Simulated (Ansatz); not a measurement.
```
Cr O
1.0
     4.42100   -4.42100    0.00000
     4.42100    4.42100    0.00000
     0.00000    0.00000    2.91700
Cr O
4 8
Direct
  0.50000 0.00000 0.50000
  0.00000 0.50000 0.50000
  0.00000 0.00000 0.00000
  0.50000 0.50000 0.00000
  0.80100 0.00000 0.50000
  0.30100 0.50000 0.50000
  0.50000 0.19900 0.00000
  0.00000 0.69900 0.00000
  0.19900 0.00000 0.50000
  0.69900 0.50000 0.50000
  0.00000 0.30100 0.00000
  0.50000 0.80100 0.00000
```

Space group P4₂/mnm; not relaxed (largest force 0.5 eV/Å); computed pressure about −7 GPa in this cell; the SCF solution may not be the lowest one; the program warned that another magnetic order may lie lower; spin-polarised.

Method: Ansatz, Kohn-Sham DFT of a periodic cell, PBEsol, Ansatz PAW.

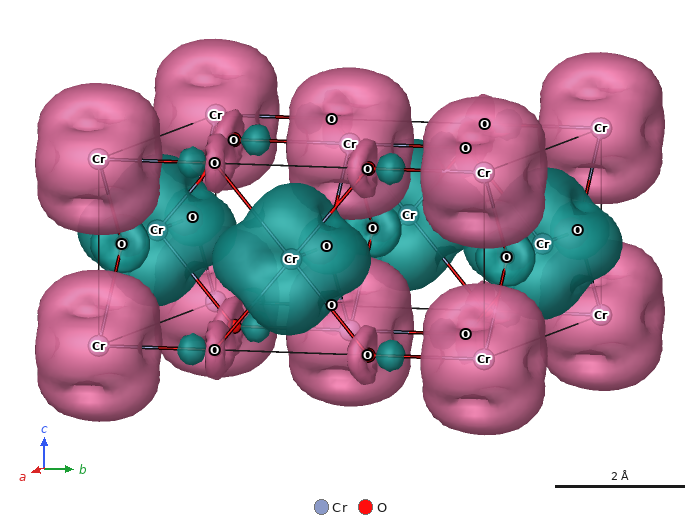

CrO$_{2}$. Isosurfaces of the spin density at +0.04 (teal) and −0.04 e/Å³ (pink), seen slightly off an axis. Sticks mark near contacts.

The density is the valence pseudo-density of a PAW calculation; it isn't the true density close to the nuclei.

> Where is the spin, and how is it ordered?

The spin density sits on Cr: +1.5 μB (×2) and −1.5 μB (×2) in one cell of 12 atoms: antiferromagnetic in this solution, which needn't be the ground state, with nearest magnetic neighbours parallel and the sign changing further off. The cell of the calculation (6 atoms) carries 0.0 μB of net spin moment.
